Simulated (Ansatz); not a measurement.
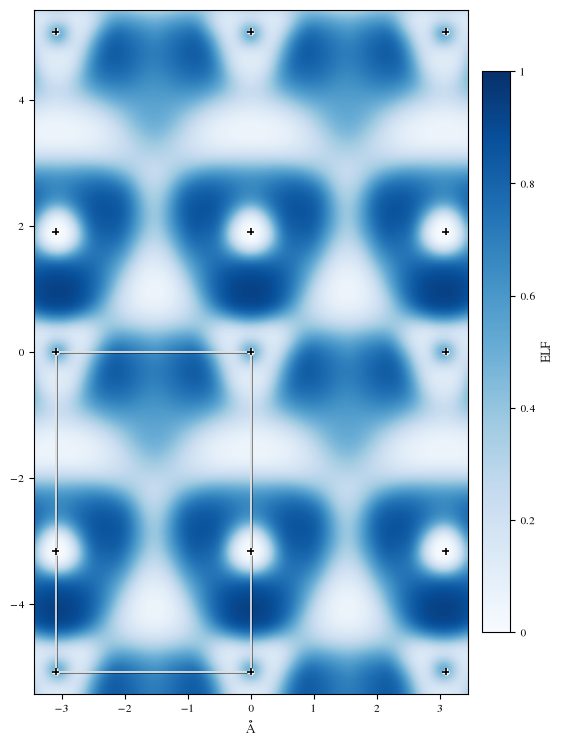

The ELF on a plane through atoms (crosses mark nuclei in the plane).

The calculation used DFT PBE, scalar-relativistic, plane waves, PAW in Ansatz.

Candidates:
A. SnTe, a = 6.41 Å, b = 6.41 Å, c = 6.41 Å, α = 90.00°, β = 90.00°, γ = 90.00°. Space group Fm-3m.
B. SiC, a = 3.09 Å, b = 3.09 Å, c = 5.07 Å, α = 90.00°, β = 90.00°, γ = 120.00°. Space group P6₃mc.

Q: Which system is this?

A: Candidate B: SiC on the (010) plane of the conventional cell, which holds Si and C. Si–C (1.91 Å): the ELF peaks at about 0.95 between the atoms; a shared electron pair.
